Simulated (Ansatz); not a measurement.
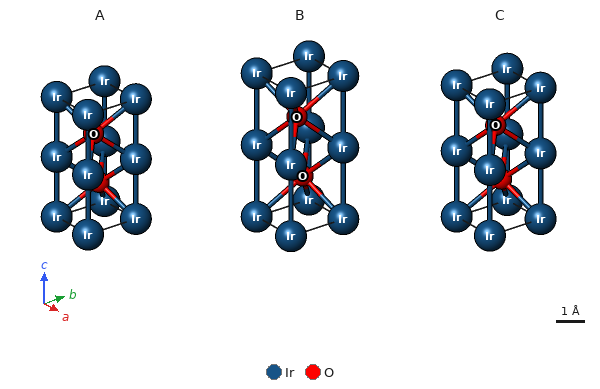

3 geometries from one relaxation of solid IrO (built on the nickel arsenide type) (coarse preliminary run), in shuffled order. A ball-and-stick model of the cell of the calculation, seen slightly off an axis.

These are results of DFT PBE, scalar-relativistic, plane waves, PAW in Ansatz, not measurements. (plane-wave cutoff 420 eV; k-point mesh 6 × 6 × 4; occupations gaussian; smearing width 0.1 eV; no spin polarisation; cell and atoms relaxed; force threshold 0.05 eV/Å; at most 80 steps)

Question: Put them in the order of the run, from the start to the converged end.

Answer: A, C, B. They are steps 0, 2, 10, at +1740 meV per atom, +291 meV per atom relative to the last. No atom moves by more than 0.005 Å relative to the cell. The volume changes by +43.2 %, with a = b 2.920 → 3.195 Å (+9.4 %), c 4.526 → 5.414 Å (+19.6 %). Some distances before and after: Ir–Ir 2.263 → 2.707 Å, Ir–O 2.031 → 2.288 Å. Among the angles between lasting bonds that change: Ir–O–Ir 67.7° → 72.5°, Ir–O–Ir 92.0° → 88.6°. The space group stays P6_3/mmc (No. 194). After 8 accepted moves (10 points after the start) the energy has fallen by 1740 meV per atom. All forces vanish by symmetry, so only the cell relaxes. The pressure goes from 201.37 to −0.12 GPa. At 2 points the geometry stayed and the basis and grid were re-selected for the new cell (energy shift of 81.5 meV per atom at most each time). Cost: 25 s on 1 thread of Intel(R) Xeon(R) Processor @ 2.50GHz (Skylake/Cascade Lake), with other jobs on the host, peak memory 0.35 GiB.
